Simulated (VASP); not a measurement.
## Run report: W, geometry relaxation (part 2 of 2)

Continued. System: W (1 atom in the cell). Method: Kohn-Sham DFT of a periodic cell, PBE, VASP PAW PBE potentials, recommended, no spin polarisation (VASP 6.6.1); cutoff 600 eV, 16×16×16 k-mesh, methfessel-paxton of 0.1 eV. The structure derives from an entry of the Crystallography Open Database.

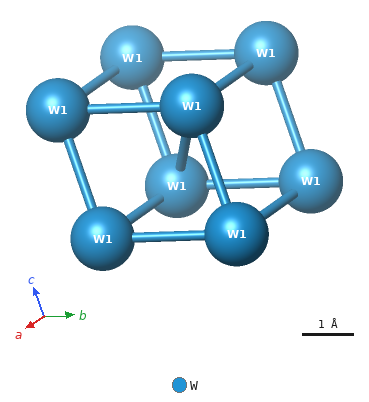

Figure 1. The geometry at step 2 of the log (ball-and-stick view of the cell of the calculation, seen at an oblique angle; atoms are numbered from 1 in the order of the input).

## Parts of OUTCAR, continued
```
 -----------------------------------------------------------------------------
  energy-cutoff  :      600.00
  volume of cell :       15.85
      direct lattice vectors                 reciprocal lattice vectors
    -1.582345000  1.582345000  1.582345000     0.000000000  0.315986716  0.315986716
     1.582345000 -1.582345000  1.582345000     0.315986716  0.000000000  0.315986716
     1.582345000  1.582345000 -1.582345000     0.315986716  0.315986716  0.000000000

 POSITION                                       TOTAL-FORCE (eV/Angst)
 -----------------------------------------------------------------------------------
      0.00000      0.00000      0.00000         0.000000      0.000000      0.000000
 -----------------------------------------------------------------------------------
    total drift:                                0.000000      0.000000     -0.000000

  FREE ENERGIE OF THE ION-ELECTRON SYSTEM (eV)
  ---------------------------------------------------
  free  energy   TOTEN  =       -12.9513449161 eV

  energy  without entropy=      -12.9507835957  energy(sigma->0) =      -12.95115781

--------------------------------------- Ionic step        2  -------------------------------------------

 number of electron      13.9999998 magnetization

------------------------ aborting loop because EDIFF is reached ----------------------------------------

  FORCE on cell =-STRESS in cart. coord.  units (eV):
  Direction    XX          YY          ZZ          XY          YZ          ZX
  --------------------------------------------------------------------------------------
  -------------------------------------------------------------------------------------
  Total       -1.8136784     -1.8136784     -1.8136784     -0.0000000     -0.0000000      0.0000000
  in kB     -168.7346230   -168.7346230   -168.7346230     -0.0000000     -0.0000000      0.0000000
  external PRESSURE =    -168.7346230 kB  Pullay stress =       0.0000000 kB

 VOLUME and BASIS-vectors are now :
 -----------------------------------------------------------------------------
  energy-cutoff  :      600.00
  volume of cell :       17.22
      direct lattice vectors                 reciprocal lattice vectors
    -1.626805212  1.626805212  1.626805212     0.000000000  0.307350872  0.307350872
     1.626805212 -1.626805212  1.626805212     0.307350872  0.000000000  0.307350872
     1.626805212  1.626805212 -1.626805212     0.307350872  0.307350872  0.000000000

 POSITION                                       TOTAL-FORCE (eV/Angst)
 -----------------------------------------------------------------------------------
      0.00000      0.00000      0.00000        -0.000000      0.000000     -0.000000
 -----------------------------------------------------------------------------------
    total drift:                                0.000000      0.000000     -0.000000

  FREE ENERGIE OF THE ION-ELECTRON SYSTEM (eV)
  ---------------------------------------------------
  free  energy   TOTEN  =       -12.8969859200 eV

  energy  without entropy=      -12.8961785965  energy(sigma->0) =      -12.89671681

--------------------------------------- Ionic step        3  -------------------------------------------

 number of electron      14.0000002 magnetization

------------------------ aborting loop because EDIFF is reached ----------------------------------------

  FORCE on cell =-STRESS in cart. coord.  units (eV):
  Direction    XX          YY          ZZ          XY          YZ          ZX
  --------------------------------------------------------------------------------------
  -------------------------------------------------------------------------------------
  Total       -0.0157333     -0.0157333     -0.0157333      0.0000000     -0.0000000      0.0000000
  in kB       -1.5601618     -1.5601618     -1.5601618      0.0000000     -0.0000000      0.0000000
  external PRESSURE =      -1.5601618 kB  Pullay stress =       0.0000000 kB

 VOLUME and BASIS-vectors are now :
 -----------------------------------------------------------------------------
  energy-cutoff  :      600.00
  volume of cell :       16.16
      direct lattice vectors                 reciprocal lattice vectors
    -1.592575042  1.592575042  1.592575042     0.000000000  0.313956948  0.313956948
     1.592575042 -1.592575042  1.592575042     0.313956948  0.000000000  0.313956948
     1.592575042  1.592575042 -1.592575042     0.313956948  0.313956948  0.000000000

 POSITION                                       TOTAL-FORCE (eV/Angst)
 -----------------------------------------------------------------------------------
      0.00000      0.00000      0.00000         0.000000     -0.000000      0.000000
 -----------------------------------------------------------------------------------
    total drift:                                0.000000      0.000000     -0.000000

  FREE ENERGIE OF THE ION-ELECTRON SYSTEM (eV)
  ---------------------------------------------------
  free  energy   TOTEN  =       -12.9567524567 eV

  energy  without entropy=      -12.9560002782  energy(sigma->0) =      -12.95650173

--------------------------------------- Ionic step        4  -------------------------------------------

 number of electron      14.0000002 magnetization

 Free energy of the ion-electron system (eV)
  ---------------------------------------------------
  ext. energy  EPLUGINS =         0.00000000
  ---------------------------------------------------
  free energy    TOTEN  =       -12.95675799 eV

  energy without entropy =      -12.95601123  energy(sigma->0) =      -12.95650907

 E-fermi :  11.2211     XC(G=0): -13.5350     alpha+bet :-17.8879

 val. band max:       11.2175984993   @ k =  -0.3125   0.3125   0.1875
 cond. band min:      11.2422413602   @ k =   0.0625   0.0625   0.0625
 fundamental gap:      0.0246428609
 Fermi energy:        11.2211485310

 k-point     1 :       0.0000    0.0000    0.0000
  band No.  band energies     occupation
      1     -63.0268      2.00000
      2     -26.6159      2.00000
      3     -26.6159      2.00000
      4     -26.6159      2.00000
      5       1.6424      2.00000
      6       9.9802      2.00000
      7       9.9802      2.00000
      8       9.9802      2.00000
      9      13.3961      0.00000
     10      13.3961      0.00000
     11      25.6506      0.00000

 k-point     2 :       0.0625    0.0000    0.0000
  band No.  band energies     occupation
      1     -63.0222      2.00000
      2     -26.6656      2.00000
      3     -26.6315      2.00000
      4     -26.6161      2.00000
      5       1.8274      2.00000
      6       9.8680      2.00000
      7       9.9544      2.00000
      8      10.1583      2.00000
      9      13.2185     -0.00000
     10      13.3974      0.00000
     11      25.8073      0.00000

 k-point     3 :       0.1250    0.0000    0.0000
  band No.  band energies     occupation
      1     -63.0089      2.00000
      2     -26.8055      2.00000
      3     -26.6756      2.00000
      4     -26.6167      2.00000
      5       2.3571      2.00000
      6       9.5642      2.00000
      7       9.8368      2.00000
      8      10.6855      2.00000
      9      12.8715     -0.00000
     10      13.4123      0.00000
     11      26.1736      0.00000

 k-point     4 :       0.1875    0.0000    0.0000
  band No.  band energies     occupation
      1     -62.9889      2.00000
      2     -27.0101      2.00000
      3     -26.7410      2.00000
      4     -26.6177      2.00000
      5       3.1465      2.00000
      6       9.1464      2.00000
      7       9.5856      2.00000
      8      11.5388     -0.00007
      9      12.6869     -0.00000
     10      13.4661      0.00000
     11      26.3602      0.00000

 k-point     5 :       0.2500    0.0000    0.0000
  band No.  band energies     occupation
      1     -62.9653      2.00000
      2     -27.2447      2.00000
      3     -26.8172      2.00000
      4     -26.6189      2.00000
      5       4.0230      2.00000
      6       8.6993      2.00000
      7       9.3609      2.00000
      8      12.6759     -0.00000
      9      12.7822     -0.00000
     10      13.5810      0.00000
     11      25.8319      0.00000

 [... the levels of 18 k-points are left out ...]

 k-point    24 :       0.2500    0.1875   -0.0000
  band No.  band energies     occupation
      1     -62.9175      2.00000
      2     -27.5686      2.00000
      3     -27.0124      2.00000
      4     -26.7204      2.00000
      5       5.8958      2.00000
      6       8.1171      2.00000
      7       8.8903      2.00000
      8      12.7211     -0.00000
      9      14.2133      0.00000
     10      16.3540      0.00000
     11      23.4317      0.00000

 [... further k-points ...]

------------------------ aborting loop because EDIFF is reached ----------------------------------------

  FORCE on cell =-STRESS in cart. coord.  units (eV):
  Direction    XX          YY          ZZ          XY          YZ          ZX
  --------------------------------------------------------------------------------------
  -------------------------------------------------------------------------------------
  Total       -0.0039795     -0.0039795     -0.0039795     -0.0000000     -0.0000000      0.0000000
  in kB       -0.3948237     -0.3948237     -0.3948237     -0.0000000     -0.0000000      0.0000000
  external PRESSURE =      -0.3948237 kB  Pullay stress =       0.0000000 kB

 VOLUME and BASIS-vectors are now :
 -----------------------------------------------------------------------------
  energy-cutoff  :      600.00
  volume of cell :       16.15
      direct lattice vectors                 reciprocal lattice vectors
    -1.592305963  1.592305963  1.592305963     0.000000000  0.314010003  0.314010003
     1.592305963 -1.592305963  1.592305963     0.314010003  0.000000000  0.314010003
     1.592305963  1.592305963 -1.592305963     0.314010003  0.314010003  0.000000000

 POSITION                                       TOTAL-FORCE (eV/Angst)
 -----------------------------------------------------------------------------------
      0.00000      0.00000      0.00000         0.000000     -0.000000     -0.000000
 -----------------------------------------------------------------------------------
    total drift:                                0.000000      0.000000     -0.000000

  FREE ENERGIE OF THE ION-ELECTRON SYSTEM (eV)
  ---------------------------------------------------
  free  energy   TOTEN  =       -12.9567579881 eV

  energy  without entropy=      -12.9560112288  energy(sigma->0) =      -12.95650907

 reached required accuracy - stopping structural energy minimisation
```

## CONTCAR
```
W
   1.00000000000000
    -1.5923059626434986    1.5923059626434986    1.5923059626434986
     1.5923059626434986   -1.5923059626434986    1.5923059626434986
     1.5923059626434986    1.5923059626434986   -1.5923059626434986
  W
     1
Direct
     0.0000000000000000    0.0000000000000000    0.0000000000000000

  0.00000000E+00  0.00000000E+00  0.00000000E+00
```

## Trajectory as extended XYZ (Å, eV, eV/Å), 4 frames, from step=0 to step=3
```
1
Lattice="-1.5823 1.5823 1.5823 1.5823 -1.5823 1.5823 1.5823 1.5823 -1.5823" Properties=species:S:1:pos:R:3:forces:R:3 step=0 energy=-12.95134
W     0.0000    0.0000    0.0000    0.0000   0.0000   0.0000
1
Lattice="-1.6268 1.6268 1.6268 1.6268 -1.6268 1.6268 1.6268 1.6268 -1.6268" Properties=species:S:1:pos:R:3:forces:R:3 step=1 energy=-12.89699
W     0.0000    0.0000    0.0000    0.0000   0.0000   0.0000
1
Lattice="-1.5926 1.5926 1.5926 1.5926 -1.5926 1.5926 1.5926 1.5926 -1.5926" Properties=species:S:1:pos:R:3:forces:R:3 step=2 energy=-12.95675
W     0.0000    0.0000    0.0000    0.0000   0.0000   0.0000
1
Lattice="-1.5923 1.5923 1.5923 1.5923 -1.5923 1.5923 1.5923 1.5923 -1.5923" Properties=species:S:1:pos:R:3:forces:R:3 step=3 energy=-12.95676
W     0.0000    0.0000    0.0000    0.0000   0.0000   0.0000
```

The run was set up as follows.

## INCAR
```
SYSTEM = W
ALGO     = Normal         ! electronic algorithm
EDIFF    = 1E-6           ! SCF threshold, eV
EDIFFG   = -0.01          ! ionic threshold
ENCUT    = 600            ! plane-wave cutoff, eV
GGA      = PE             ! functional
IBRION   = 2              ! ionic algorithm
ISIF     = 3              ! what is computed and relaxed
ISMEAR   = 1              ! smearing method
LASPH    = .TRUE.         ! aspherical terms in the spheres
LCHARG   = .FALSE.        ! write CHGCAR
LREAL    = .FALSE.        ! projectors in reciprocal space
LWAVE    = .FALSE.        ! write WAVECAR
NELM     = 80             ! most SCF steps
NSW      = 90             ! ionic steps
PREC     = Accurate       ! precision mode
SIGMA    = 0.1            ! smearing width, eV
```

## KPOINTS
```
k-points
0
G
  16 16 16
  0 0 0
```

## POSCAR
```
W
1.0
   -1.5823450000      1.5823450000      1.5823450000
    1.5823450000     -1.5823450000      1.5823450000
    1.5823450000      1.5823450000     -1.5823450000
W
1
Direct
    0.0000000000      0.0000000000      0.0000000000
```

Run as:
```bash
cat potpaw_PBE.64/W_sv/POTCAR > POTCAR
mpirun -np 1 vasp_std > vasp.out
```

## Results in brief

| quantity | value |
| --- | --- |
| outcome | converged |
| space group (tolerance 0.01 Å) | Im-3m (229) |
| electrons treated | 14 |
| free energy | −12.9568 eV |
| Fermi energy | 11.221 eV |
| gap on the k-point mesh | none (metallic) |
| pressure | −0.04 GPa |
| final volume | 16.15 Å³ |
| largest force (length of the vector) at the end | under 0.001 eV/Å |
| final cell | a = 2.758 Å, b = 2.758 Å, c = 2.758 Å, α = 109.47°, β = 109.47°, γ = 109.47° |
| hardware | 1 thread of Intel Xeon (Granite Rapids), 176 GiB of memory available, shared host |
| wall time | 21 s |
| peak memory | 0.17 GiB |

## Notes

Spin–orbit coupling is left out, which matters for W.
